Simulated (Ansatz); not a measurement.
# Chromium, bcc: B3LYP at the BLYP geometry

Aim: see what exact exchange does to the levels, and what it costs. Spin polarisation is left out, though the real metal is magnetic, so these are not its levels. The cell comes from an earlier BLYP relaxation. Exact exchange is dear, so the k-mesh is coarse, and BLYP is run on the same mesh for comparison.

Computed with Ansatz 0.2.0 (DFT, plane waves (420 eV) with PBE-made PAW files, scalar-relativistic; functionals as named at each step, unless a step says otherwise).

### Step 1. The system as given

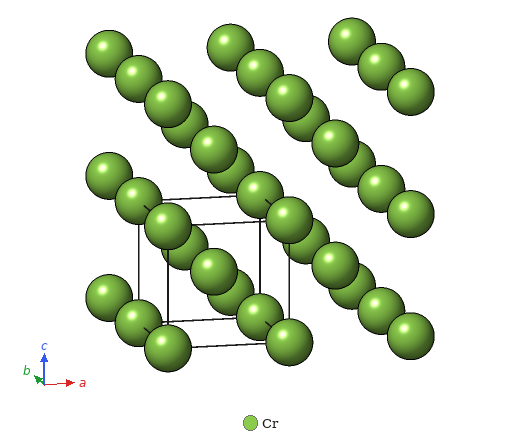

Start, viewed slightly off an axis; chromium green. 2×2×2 conventional cells are drawn; the run uses a primitive one. Any atoms on the faces are drawn again on the opposite ones.

As a file:

```cif
data_structure
_symmetry_space_group_name_H-M 'Im-3m'
_symmetry_Int_Tables_number 229
_cell_length_a 2.8793
_cell_length_b 2.8793
_cell_length_c 2.8793
_cell_angle_alpha 90.000
_cell_angle_beta 90.000
_cell_angle_gamma 90.000
_cell_volume 23.87
loop_
_atom_site_label
_atom_site_type_symbol
_atom_site_symmetry_multiplicity
_atom_site_Wyckoff_symbol
_atom_site_fract_x
_atom_site_fract_y
_atom_site_fract_z
_atom_site_occupancy
Cr1 Cr 2 a 0.00000 0.00000 0.00000 1
```

### Step 2. BLYP on the coarse mesh

The run with BLYP.

File input.yaml:

```yaml
crystal:
  lattice:
    - [-1.4396587882, 1.4396587882, 1.4396587882]
    - [1.4396587882, -1.4396587882, 1.4396587882]
    - [1.4396587882, 1.4396587882, -1.4396587882]
  atoms:
    - { symbol: Cr, position: [0.0, 0.0, 0.0] }
hamiltonian:
  xc: blyp
  pseudopotentials:
    kind: paw
    azcp:
      Cr: "pseudopotentials/Cr.paw.azcp"
basis:
  ecutwfc: 420
  fft_grid_basis: typed
kpoints:
  mp_grid: { grid: [8, 8, 8], shift: [0, 0, 0] }
magnetization:
  spin_polarized: false
scf:
  occupations: { method: fermi_dirac, width: 0.1 }
```

Standard output, shortened:

```text
Warning: RAYON_NUM_THREADS=4 ignored (pool sized by the plan → 4); use --threads N
[...]
Pseudopotentials: kind: paw
Pseudopotential: Cr, paw, valence charge 14, recommended cutoff 420 eV (normal), <dir>
Functional definition: BLYP
[...]
Crystal: 1 atoms, lattice volume = 11.935 Å³
Basis set: ecut = 420 eV, 225 PW (Γ), exchange–correlation on 36×36×36 points (8 copies of the dense FFT grid, shifted against one another)
Bands: 11, of which v1, the nominal top of the filled ones, is band 7 counted from 1 (6 counted from 0)
Symmetry: 48 space group operations
Space group: Im-3m (ITA 229), of the structure as read, at distance tolerance 2.3e-5 Å
k-points: 29 of 512
[...]
SCF iter   1: F=—  HF=-3384.592900 eV  |F-HF|=—  |Δ(HF+E_count)|=         —  Δρ=2.53e-2  dr2=6.27e-2  ethr=1.77e-3  ⟨swp⟩=3.8  Hψ=1541  notcnv=0
[...]
SCF iter   6: F=-3384.578497 eV  HF=-3384.578497 eV  |F-HF|=3.59e-11  |Δ(HF+E_count)|=   2.94e-8  Δρ=1.75e-6  dr2=1.91e-10  ethr=2.41e-10  ⟨swp⟩=1.0  Hψ=871  notcnv=0
[...]
SCF converged after 6 iterations
Free energy (F): -3384.578497 eV
[...]
E sigma→0 (E₀):  -3384.566876 eV
Entropy (-TS):   -0.023242 eV (-23.242 meV/atom)
Fermi energy:    19.053976 eV
[...]
```

Run time: 0.46 s. Hardware: 4 threads of an Arm CPU, shared host; peak memory 0.24 GiB.

### Step 3. B3LYP on the coarse mesh

The run with B3LYP.

input.yaml: that of step 2 with these lines changed.

```diff
@@ -8,3 +8,3 @@
 hamiltonian:
-  xc: blyp
+  xc: b3lyp
   pseudopotentials:
```

Standard output, shortened:

```text
Warning: RAYON_NUM_THREADS=4 ignored (pool sized by the plan → 4); use --threads N
[...]
Pseudopotentials: kind: paw
Pseudopotential: Cr, paw, valence charge 14, recommended cutoff 420 eV (normal), <dir>
Functional definition: B3LYP
[...]
Crystal: 1 atoms, lattice volume = 11.935 Å³
Basis set: ecut = 420 eV, 225 PW (Γ), exchange–correlation on 36×36×36 points (8 copies of the dense FFT grid, shifted against one another)
Bands: 11, of which v1, the nominal top of the filled ones, is band 7 counted from 1 (6 counted from 0)
Symmetry: 48 space group operations
Space group: Im-3m (ITA 229), of the structure as read, at distance tolerance 2.3e-5 Å
k-points: 29 of 512
[...]
SCF iter   1: F=—  HF=-3383.263612 eV  |F-HF|=—  |Δ(HF+E_count)|=         —  Δρ=2.39e-2  dr2=5.61e-2  ethr=1.77e-3  ⟨swp⟩=6.8  Hψ=1280  notcnv=0
[...]
Frozen-core exchange: fock
[...]
SCF 2 stopped early in 5 iterations: F = -3382.117368 eV  dr2 = 2.53e-6
[...]
hybrid outer 2: dexx = +2.582e-6 eV, tail = 2.39e-7 eV, Δε = 3.37e-3 eV (about 2.35e-4 eV left of the loop's levels)
hybrid SCF converged: 2 outer / 8 inner (+7 warm-up), last move |dexx| = 2.58e-6 eV, tail = 2.39e-7 eV
Stability not checked: this state was not tested for a lower state beside it, because the functional holds exact exchange (a hybrid, or Hartree-Fock), whose exchange loop this test does not read (fock_operator; see scf.lower_state_search)
Free energy (F): -3382.117540 eV
Frozen-core exchange: fock
[...]
E sigma→0 (E₀):  -3382.117104 eV
Entropy (-TS):   -0.000872 eV (-0.872 meV/atom)
Fermi energy:    18.638257 eV
[...]
--- Band table (eV; the first three rows and the last of 29) ---
  k-point 0: bands = ["-57.6608", "-27.1879", "-27.1879", "-27.1879", "9.9138", "17.0671", "17.0671", "17.0671", "21.1205", "21.1205"]
[...]
  guard bands above this table: 1 of the run's 11 bands, where the rule asks 2: the bands that hold charge and the lowest empty level above them stay in the table. The solve was not asked for them (output.publish_guard_bands: true or output.eigenvalues: true publishes all)
```

It took 4.8 s on 4 threads of an Arm CPU, shared host; peak memory 0.71 GiB.

### Step 4. The functionals compared

```
functional               gap on the mesh  Fermi energy (eV)  SCF cycles  exchange loops  CPU time
      BLYP  none (levels filled in part)             19.054           6               -    0.77 s
     B3LYP  none (levels filled in part)             18.638          15               2      13 s
```

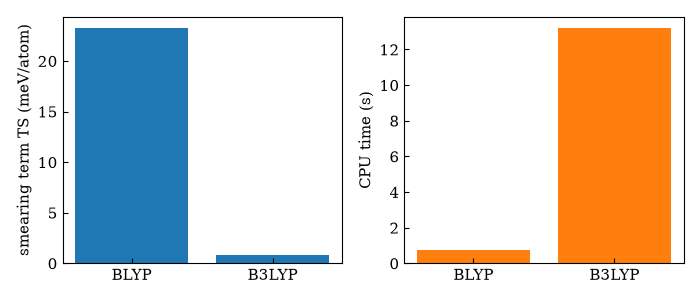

Smearing term and CPU time by functional.

### Step 5. Results

| quantity | value |
| --- | --- |
| BLYP: gap | none (levels filled in part) |
| B3LYP: gap | none (levels filled in part) |
| B3LYP: SCF cycles, exchange loops | 15, 2 |
| B3LYP: CPU time over that of BLYP | 17 |

Both BLYP and B3LYP leave levels filled in part. B3LYP cost 17 times the CPU time of BLYP. B3LYP needed 2 outer loops of the exchange operator. The total energies in the logs cannot be compared from one functional to another.
